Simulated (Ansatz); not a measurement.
```
CELL_PARAMETERS angstrom
3.44230 0.00000 0.00000
0.00000 5.08262 0.00000
0.00000 0.00000 24.57562
ATOMIC_POSITIONS crystal
O 0.50000 0.15285 0.30023
Pb 0.00000 0.02316 0.34528
O 0.50000 0.78425 0.37919
O 0.00000 0.30552 0.41156
Pb 0.50000 0.51484 0.44863
O 0.00000 0.71939 0.48560
O 0.50000 0.21938 0.51439
Pb 0.00000 0.01484 0.55137
O 0.50000 0.80552 0.58844
O 0.00000 0.28423 0.62081
Pb 0.50000 0.52315 0.65472
O 0.00000 0.65285 0.69977
```

Built by placing these elements on a known structure type.

Method: DFT PBE, scalar-relativistic, plane waves, PAW in Ansatz 0.2.0.

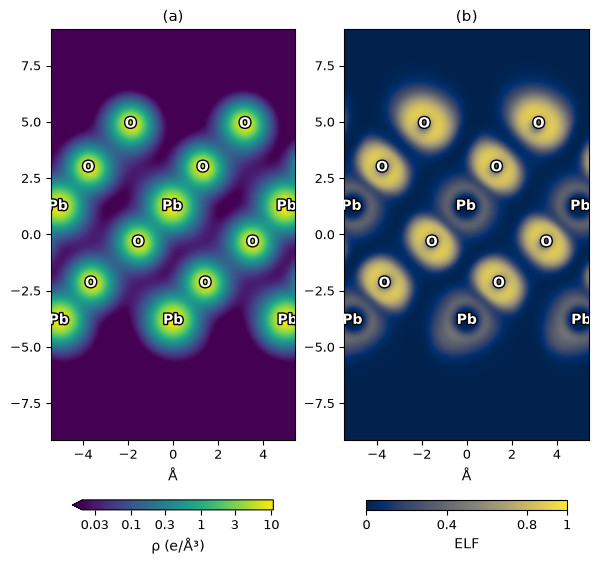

PbO₂ (slab). (a) valence charge density (pseudo); (b) ELF on the (100) plane of the calculation cell, a cut from vacuum to vacuum.

Core electrons are frozen (PAW), and the valence fields are smoothed inside the atomic spheres.

Question: Interpret the plot.

Answer: Atoms in the plane: Pb and O. Pb–O (2.17 Å): ρ at the midpoint is about 0.61 e/Å³; the ELF peaks at about 0.80 in the valence shell of O, 0.6 Å from its nucleus, and drops to about 0.20 between the two atoms. Pb–O (2.19 Å): ρ is about 0.61 e/Å³ halfway; the ELF peaks at about 0.80 in the valence shell of O, 0.6 Å from its nucleus, and drops to about 0.25 between the two atoms. The density dies away to nearly zero in the vacuum. The ELF also peaks beside O, away from the bonds: lone-pair regions.

Question: Does the calculation make it a metal, or give it a gap?

Answer: It is gapped, with a Kohn–Sham gap of 0.33 eV on the k-point mesh (the band edges may lie off the mesh, which would make the gap smaller).
